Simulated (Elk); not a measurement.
# Magnetic state of AlFe3C from several starts, part 2 of 3

A self-consistent run ends on one state, which hangs on the start. Several orders of AlFe3C are started in Elk and their energies compared.

Elk 11.2.3 (patched build); LDA (Perdew-Wang); all-electron APW+lo, Dirac cores, scalar-relativistic bands.

So far, largest spin moment in the muffin-tin sphere (μB): step 2 (start 1: ferro +++) 0.786.

## (3) Run 2 (ferri ++-)

Reversing part of the moments tests the sign of the couplings between them.

Input file elk.in:

```
tasks
  0

xctype
  3

rgkmax
  7.0

nempty
  14

swidth
  0.005

reducebf
  0.5

epsengy
  1e-05

maxscl
  100

lmaxi
  3

spinpol
  .true.

sppath
  './'

avec
  7.16163750426 0.00000000000 0.00000000000
  0.00000000000 7.16163750426 0.00000000000
  0.00000000000 0.00000000000 7.16163750426

atoms
  3
  'Al.in'
  1
  0.0000000000 0.0000000000 0.0000000000   0.000000 0.000000 0.000000
  'Fe.in'
  3
  0.0000000000 0.5000000000 0.5000000000   0.000000 0.000000 -0.140000
  0.5000000000 0.5000000000 0.0000000000   0.000000 0.000000 -0.140000
  0.5000000000 0.0000000000 0.5000000000   0.000000 0.000000 0.140000
  'C.in'
  1
  0.5000000000 0.5000000000 0.5000000000   0.000000 0.000000 0.000000

ngridk
  6 6 6
```

Started as:

```sh
> OMP_NUM_THREADS=2 elk
```

Numbers of over 12 decimals in the logs are rounded to 6 here.

Log:

```text
Warning(linengy): could not find 1 linearisation energies in s.c. loop 1
Warning(linengy): could not find 1 linearisation energies in s.c. loop 2
Warning(linengy): could not find 1 linearisation energies in s.c. loop 3
Warning(linengy): could not find 1 linearisation energies in s.c. loop 4
Warning(linengy): could not find 1 linearisation energies in s.c. loop 5
Warning(linengy): could not find 1 linearisation energies in s.c. loop 6
Warning(linengy): could not find 1 linearisation energies in s.c. loop 7
Warning(linengy): could not find 1 linearisation energies in s.c. loop 8
Warning(linengy): could not find 1 linearisation energies in s.c. loop 9
Warning(linengy): could not find 1 linearisation energies in s.c. loop 10
Warning(linengy): could not find 1 linearisation energies in s.c. loop 11
Warning(linengy): could not find 1 linearisation energies in s.c. loop 12
Warning(linengy): could not find 1 linearisation energies in s.c. loop 13
Warning(linengy): could not find 1 linearisation energies in s.c. loop 14
Warning(linengy): could not find 1 linearisation energies in s.c. loop 15
Warning(linengy): could not find 1 linearisation energies in s.c. loop 16
Warning(linengy): could not find 1 linearisation energies in s.c. loop 17
Warning(linengy): could not find 1 linearisation energies in s.c. loop 18
Warning(linengy): could not find 1 linearisation energies in s.c. loop 19
Warning(linengy): could not find 1 linearisation energies in s.c. loop 20
Warning(linengy): could not find 1 linearisation energies in s.c. loop 21
Warning(linengy): could not find 1 linearisation energies in s.c. loop 22
Warning(linengy): could not find 1 linearisation energies in s.c. loop 23
Warning(linengy): could not find 1 linearisation energies in s.c. loop 24
Warning(linengy): could not find 1 linearisation energies in s.c. loop 25
Warning(linengy): could not find 1 linearisation energies in s.c. loop 26
Warning(linengy): could not find 1 linearisation energies in s.c. loop 27
Warning(linengy): could not find 1 linearisation energies in s.c. loop 28
Warning(linengy): could not find 1 linearisation energies in s.c. loop 29
Warning(linengy): could not find 1 linearisation energies in s.c. loop 30
Warning(linengy): could not find 1 linearisation energies in s.c. loop 31
Warning(linengy): could not find 1 linearisation energies in s.c. loop 32
Warning(linengy): could not find 1 linearisation energies in s.c. loop 33
Warning(linengy): could not find 1 linearisation energies in s.c. loop 34
Warning(linengy): could not find 1 linearisation energies in s.c. loop 35
Warning(linengy): could not find 1 linearisation energies in s.c. loop 36
Warning(linengy): could not find 1 linearisation energies in s.c. loop 37
Warning(linengy): could not find 1 linearisation energies in s.c. loop 38
Warning(linengy): could not find 1 linearisation energies in s.c. loop 39
Warning(linengy): could not find 1 linearisation energies in s.c. loop 40
Warning(linengy): could not find 1 linearisation energies in s.c. loop 41
Warning(linengy): could not find 1 linearisation energies in s.c. loop 42
Warning(linengy): could not find 1 linearisation energies in s.c. loop 43
Warning(linengy): could not find 1 linearisation energies in s.c. loop 44
Warning(linengy): could not find 1 linearisation energies in s.c. loop 45
Warning(linengy): could not find 1 linearisation energies in s.c. loop 46
Warning(linengy): could not find 1 linearisation energies in s.c. loop 47
Warning(gndstate): core states of species 1 leak from the muffin-tin :   0.4949493895E-03

--- INFO.OUT ---
┌─────────────────────────┐
│ Elk code version 11.2.3 │
└─────────────────────────┘

All units are atomic (Hartree, Bohr, etc.)

┌─────────────────────────────────────────────────┐
│ Ground-state run starting from atomic densities │
└─────────────────────────────────────────────────┘

Lattice vectors :
   7.161637504       0.000000000       0.000000000
   0.000000000       7.161637504       0.000000000
   0.000000000       0.000000000       7.161637504

Species : 1 (Al)
 parameters loaded from : Al.in
 name : aluminium
 nuclear charge    :   -13.00000000
 electronic charge :    13.00000000
 atomic mass :    49184.33496
 muffin-tin radius :    2.200000000
 number of radial points in muffin-tin :    397
 inner part over the whole radius :   0.9634586160E-02
 number on inner part of muffin-tin    :    276
 approximate nuclear radius :   0.5839653600E-04
 number of mesh points to nuclear radius :    122
 atomic positions (lattice), magnetic fields (Cartesian) :
  1 :   0.00000000  0.00000000  0.00000000    0.00000000  0.00000000  0.00000000

Species : 2 (Fe)
 parameters loaded from : Fe.in
 name : iron
 nuclear charge    :   -26.00000000
 electronic charge :    26.00000000
 atomic mass :    101799.2075
 muffin-tin radius :    2.017610716
 number of radial points in muffin-tin :    497
 inner part over the whole radius :   0.9941143945E-02
 number on inner part of muffin-tin    :    349
 approximate nuclear radius :   0.7160107270E-04
 number of mesh points to nuclear radius :    168
 atomic positions (lattice), magnetic fields (Cartesian) :
  1 :   0.00000000  0.50000000  0.50000000    0.00000000  0.00000000 -0.14000000
  2 :   0.50000000  0.50000000  0.00000000    0.00000000  0.00000000 -0.14000000
[...]
Muffin-tin radius times maximum |G+k| :    7.000000000
 using average radius
Maximum |G+k| for APW functions       :    3.583847634
Maximum (1/2)|G+k|²                   :    6.421981930
Maximum |G| for potential and density :    12.00000000
Constant for pseudocharge density :    7
 order of it for each species :   14  14  14
 order of it for pair densities of each species (exact exchange by exxq0 0: 14) :   12  10   4
Radial integration step length :    1

G-vector grid sizes :     28    28    28
Number of G-vectors :    10827

Maximum angular momentum used for
 APW functions            :    8
 outer part of muffin-tin :    6
 inner part of muffin-tin :    3

Number of empty states         :     70
Total number of valence states :    202
Total number of core states    :     36

Third-order local-orbitals added for an l without core states : T
Total number of local-orbitals :     87

Exchange-correlation functional :      3     0     0
 Perdew-Wang/Ceperley-Alder, Phys. Rev. B 45, 13244 (1992)
 gradient requirement :    0
 local density approximation (LDA)

Smearing type :    3
 Fermi-Dirac
Smearing width :   0.5000000000E-02
Effective electronic temperature (K) :    1578.875124

Mixing type :    3
 Broyden mixing, J. Phys. A: Math. Gen. 17, L317 (1984)

Kohn-Sham potential initialised from atomic data

┌──────────────────────────────┐
│ Self-consistent loop started │
└──────────────────────────────┘

┌─────────────────┐
│ Loop number : 1 │
└─────────────────┘

Energies :
 Fermi                       :     0.270924
 sum of occupied eigenvalues :     -2355.4895513067
 electron kinetic            :      4135.6729342406
 core electron kinetic       :      3649.1926220600
 Coulomb                     :     -8044.2363300277
 Coulomb potential           :     -6245.6795903130
 nuclear-nuclear             :     -704.77184764836
 electron-nuclear            :     -8455.4881584460
 Hartree                     :      1116.0236760667
 Madelung                    :     -4921.3965348712
 xc potential                :     -245.15187756059
 xc effective B-field        :    -0.267655
 external B-field            :      0.000000
 exchange                    :     -175.67094894502
 correlation                 :     -8.069928
 electron entropic           :    -0.90838851633571E-02
 total energy                :     -4092.3133563248
 (external B-field energy excluded from total)

Density of states at Fermi energy :    110.2224058
 (states/Hartree/unit cell)

Estimated indirect band gap :   0.2823814755E-04
 from k-point 13 to k-point 4
Estimated direct band gap   :   0.1560333158E-02
 at k-point 13

Charges :
 core                        :    36.00000000
 valence                     :    61.00000000
 interstitial                :    8.279220200
 muffin-tins (core leakage)
  species : 1 (Al)
   atom 1                    :    11.03745616     (  0.5361153600E-03)
  species : 2 (Fe)
   atom 1                    :    24.14725543     ( -0.3455777907E-05)
   atom 2                    :    24.14725543     ( -0.3455777907E-05)
   atom 3                    :    24.08728616     ( -0.3455777907E-05)
  species : 3 (C)
   atom 1                    :    5.301526617     (  0.4486333288E-04)
 total in muffin-tins        :    88.72077980
 total calculated charge     :    96.99921316
 total charge                :    97.00000000
 error                       :   0.7868427988E-03

Moments :
 interstitial                :  -0.1228544363E-01
 muffin-tins
  species : 1 (Al)
   atom 1                    :  -0.2850874202E-01
  species : 2 (Fe)
   atom 1                    :    2.147046956
   atom 2                    :    2.147046956
   atom 3                    :   -2.050734743
  species : 3 (C)
   atom 1                    :  -0.1181953987E-01
 total in muffin-tins        :    2.203030887
 total moment                :    2.190745443

[... earlier loops left out ...]

┌──────────────────┐
│ Loop number : 47 │
└──────────────────┘

Energies :
 Fermi                       :     0.348078
 sum of occupied eigenvalues :     -2348.5393716337
 electron kinetic            :      4140.7449368264
 core electron kinetic       :      3649.9391701370
 Coulomb                     :     -8048.4369288494
 Coulomb potential           :     -6246.0824739649
 nuclear-nuclear             :     -704.77184764836
 electron-nuclear            :     -8463.5075232588
 Hartree                     :      1119.8424420578
 Madelung                    :     -4925.3956918669
 xc potential                :     -243.16257002108
 xc effective B-field        :    -0.39264058340460E-01
 external B-field            :      0.000000
 exchange                    :     -175.71384693066
 correlation                 :     -8.088164
 electron entropic           :    -0.12598476381645E-01
 total energy                :     -4091.5066018545
 (external B-field energy excluded from total)

Density of states at Fermi energy :    157.3890909
 (states/Hartree/unit cell)

Estimated indirect band gap :   0.2039500199E-04
 from k-point 26 to k-point 22
Estimated direct band gap   :   0.1641688067E-02
 at k-point 6

Charges :
 core                        :    36.00000000
 valence                     :    61.00000000
 interstitial                :    8.427674430
 muffin-tins (core leakage)
  species : 1 (Al)
   atom 1                    :    11.22807920     (  0.4949493895E-03)
  species : 2 (Fe)
   atom 1                    :    24.26697672     ( -0.3455782405E-05)
   atom 2                    :    24.26697672     ( -0.3455782405E-05)
   atom 3                    :    24.26712138     ( -0.3455782840E-05)
  species : 3 (C)
   atom 1                    :    4.543171550     (  0.4478896768E-04)
 total in muffin-tins        :    88.57232557
 total calculated charge     :    96.99929402
 total charge                :    97.00000000
 error                       :   0.7059841511E-03

Moments :
 interstitial                :  -0.1874693627E-01
 muffin-tins
  species : 1 (Al)
   atom 1                    :  -0.4477073910E-01
  species : 2 (Fe)
   atom 1                    :   0.7860881088
   atom 2                    :   0.7860881088
   atom 3                    :   0.7867895429
  species : 3 (C)
   atom 1                    :  -0.5806871491E-01
 total in muffin-tins        :    2.256126306
 total moment                :    2.237379370

┌──────────────────────────────┐
│ Self-consistent loop stopped │
└──────────────────────────────┘

Warning : core states of species 1 leak from the muffin-tin :   0.4949493895E-03

Wrote STATE.OUT
```

Run time: 13 min. Hardware: 2 threads of Arm Neoverse V1, shared host; peak memory 0.23 GiB.

Spin moment in the muffin-tin sphere by atom:

```csv
atom,spin moment in the muffin-tin sphere (μB)
Al1,-0.045
Fe2,0.786
Fe3,0.786
Fe4,0.787
C5,-0.058
```

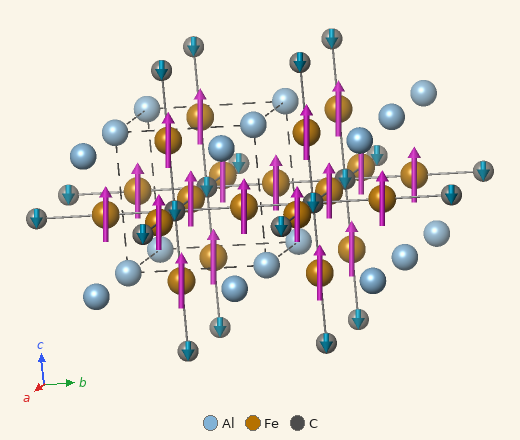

Spin moment in the muffin-tin sphere as arrows, the longest 0.787 μB. Up and down stand for the sign. Arrows give size and sign along the axis of quantisation, drawn up and down the page. Each arrow also spans its atom, so small moments look longer than they are. The two directions have two colours. 2×2×1 cells are drawn. Some periodic images of atoms are drawn too.

Numbers from this step:

```
density of states at the Fermi level : 5.784 states/eV/cell
moment between the spheres           : -0.01875 μB
magnetization                        : 2.237 μB
final state                          : ferromagnetic
```

On 1 Fe atom the moment turned against its typed sign.

It lies level with the first start, and its largest moment is 0.787 μB against 0.786 μB.

## (4) Run 3 (no spin polarisation)

A run without seeds gives the energy of the state without moments.

Input file elk.in:

```
tasks
  0

xctype
  3

rgkmax
  7.0

nempty
  14

swidth
  0.005

epsengy
  1e-05

maxscl
  100

lmaxi
  3

sppath
  './'

avec
  7.16163750426 0.00000000000 0.00000000000
  0.00000000000 7.16163750426 0.00000000000
  0.00000000000 0.00000000000 7.16163750426

atoms
  3
  'Al.in'
  1
  0.0000000000 0.0000000000 0.0000000000   0.000000 0.000000 0.000000
  'Fe.in'
  3
  0.0000000000 0.5000000000 0.5000000000   0.000000 0.000000 0.000000
  0.5000000000 0.5000000000 0.0000000000   0.000000 0.000000 0.000000
  0.5000000000 0.0000000000 0.5000000000   0.000000 0.000000 0.000000
  'C.in'
  1
  0.5000000000 0.5000000000 0.5000000000   0.000000 0.000000 0.000000

ngridk
  6 6 6
```

Started as:

```sh
> OMP_NUM_THREADS=2 elk
```

Log:

```text
Warning(linengy): could not find 1 linearisation energies in s.c. loop 1
Warning(linengy): could not find 1 linearisation energies in s.c. loop 2
Warning(linengy): could not find 1 linearisation energies in s.c. loop 3
Warning(linengy): could not find 1 linearisation energies in s.c. loop 4
Warning(linengy): could not find 1 linearisation energies in s.c. loop 5
Warning(linengy): could not find 1 linearisation energies in s.c. loop 6
Warning(linengy): could not find 1 linearisation energies in s.c. loop 7
[...]
atom 2                    :    24.26697051     ( -0.3455782537E-05)
   atom 3                    :    24.26697051     ( -0.3455782537E-05)
  species : 3 (C)
   atom 1                    :    4.543425201     (  0.4478911629E-04)
 total in muffin-tins        :    88.56891808
 total calculated charge     :    96.99930343
 total charge                :    97.00000000
 error                       :   0.6965687286E-03

┌──────────────────────────────┐
│ Self-consistent loop stopped │
└──────────────────────────────┘

Warning : core states of species 1 leak from the muffin-tin :   0.4945398188E-03

Wrote STATE.OUT

[key lines of the parts left out:]
total energy                :     -4091.5053819057
```

It took 21 s on 2 threads; peak memory 0.09 GiB; 40 s of CPU time.

This step gave:

| Quantity | Value |
| --- | --- |
| density of states at the Fermi level | 6.548 states/eV/cell |
| final state | non-magnetic (no spin polarisation) |

It lies 11.1 meV a seeded atom over the first start.

## (5) The states side by side

These are free energies at a smearing of 0.136 eV, so its entropy term is in the differences. They are divided by the number of seeded atoms, so that cells of unlike size compare.

Orders:

```csv
start,final state,typed order kept,energy over the lowest (meV a seeded atom),largest sphere moment (μB),net moment (μB a primitive cell),DOS at the Fermi level (states/eV a primitive cell),mesh matched,CPU time (s)
ferro +++,ferromagnetic,yes,0,0.7862,2.237,5.784,yes,374.1
ferri ++-,ferromagnetic,no,0.05634,0.7868,2.237,5.784,yes,1501
no spin polarisation,non-magnetic,-,11.12,0,0,6.548,yes,39.81
```

(Continued in part 3 of 3.)

[Logs and program files are shortened in this print: banners, set-up blocks, solver, clock and traceback lines can be left out without a mark of their own.]

[Logs are printed without paths, hosts, clocks, repeated set-up lines and the standing remarks that a program may print on its own settings, such as how far it seeks lower states.]

[Hosts, paths, dates, database ids (printed as entryN), source tags and the programs' standing remarks are cut or masked in the printed files.]

[Where a cell is said to come from a database of computed structures, the database is the Materials Project.]
